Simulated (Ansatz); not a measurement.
# HfO2 (slab): what the fields show

Input

```
crystal:
  lattice:
    - [3.6045556798, 0.0, 0.0]
    - [0.0, 3.6045556798, 0.0]
    - [0.0, 0.0, 23.9208201753]
  atoms:
    - { symbol: O, position: [0.5, 0.0, 0.3134562735] }
    - { symbol: O, position: [0.0, 0.5, 0.3134562735] }
    - { symbol: Hf, position: [0.5, 0.5, 0.3533425024] }
    - { symbol: O, position: [0.0, 0.5, 0.4229771205] }
    - { symbol: O, position: [0.5, 0.0, 0.4229771205] }
    - { symbol: Hf, position: [0.0, 0.0, 0.4636562688] }
    - { symbol: O, position: [0.5, 0.0, 0.5327383498] }
    - { symbol: O, position: [0.0, 0.5, 0.5327383498] }
    - { symbol: Hf, position: [0.5, 0.5, 0.5734297333] }
    - { symbol: O, position: [0.0, 0.5, 0.642384278] }
    - { symbol: O, position: [0.5, 0.0, 0.642384278] }
    - { symbol: Hf, position: [0.0, 0.0, 0.6799076805] }
basis:
  ecutwfc: 420
kpoints:
  mp_grid: { grid: [7, 7, 1] }
  band_path:
    path: [[0.5, 0, 0], [0, 0, 0], [0.5, 0.5, 0], [0.5, 0, 0]]
    npoints: 12
hamiltonian:
  xc: pbe
scf:
  occupations: { method: gaussian, width: 0.05 }
  n_extra_bands: 30
output:
  forces: true
  eigenvalues: true
  populations: true
  fatbands: true
  write_density: true
  write_potential: true
  elf: true
  volumetric_format: npy
efield:
  axis: 3
  dipole_correction: true
  ramp_width: 0.04
```

Command:

```sh
ansatz run input.yaml --threads 2 --pin off --max-ram 5632MiB --backend cpu --events-out ev --progress --plain --runs-dir out
```

Built by placing these elements on a known structure type.

Method: DFT PBE, scalar-relativistic, plane waves, PAW in Ansatz 0.2.0.

Core electrons are frozen (PAW), and the valence fields are smoothed inside the atomic spheres.

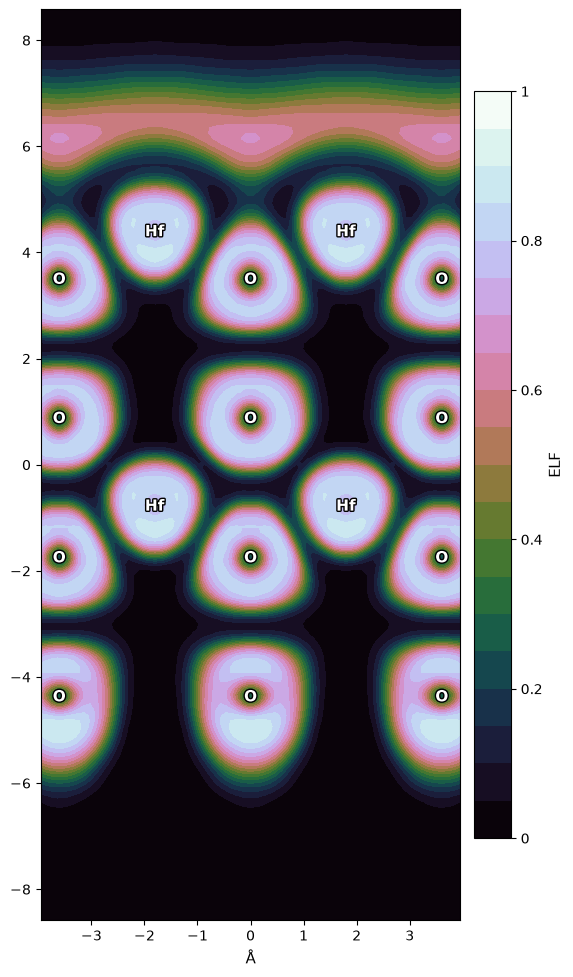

Figure 1. Electron localisation function on the (100) plane of the calculation cell, a cut from vacuum to vacuum.

What do the fields say about this system?

Answer. The plane passes through O and Hf nuclei.
Hf–O (2.01 Å): the ELF peaks at about 0.80 in the valence shell of O, 0.6 Å from its nucleus, and drops to about 0.20 between the two atoms; no localised pair shows between them.
The features right at Hf lie inside the PAW spheres, where the map follows smoothed inner orbitals and isn't to be read closely.

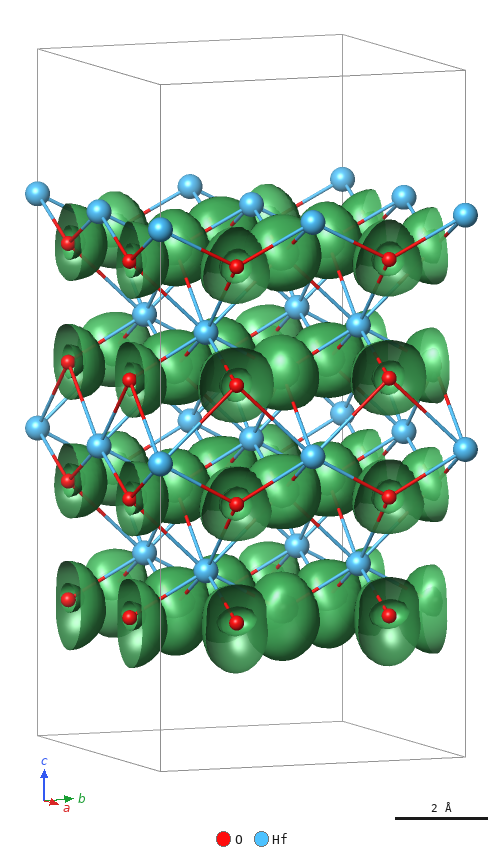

Figure 2. Isosurface of the ELF at 0.7 (green), seen slightly off an axis. Core shells and regions of very low density are left out. Sticks mark near contacts.

Where are the electrons localised?

Answer. The ELF exceeds this value in eight regions wrapped around O (the valence shell of each), counted in one cell of 12 atoms. Counts are for one cell; the picture repeats the cell along the surface.

Metal or insulator at this level of theory?

Answer. It is metallic or semimetallic at this level of theory: no gap opens.
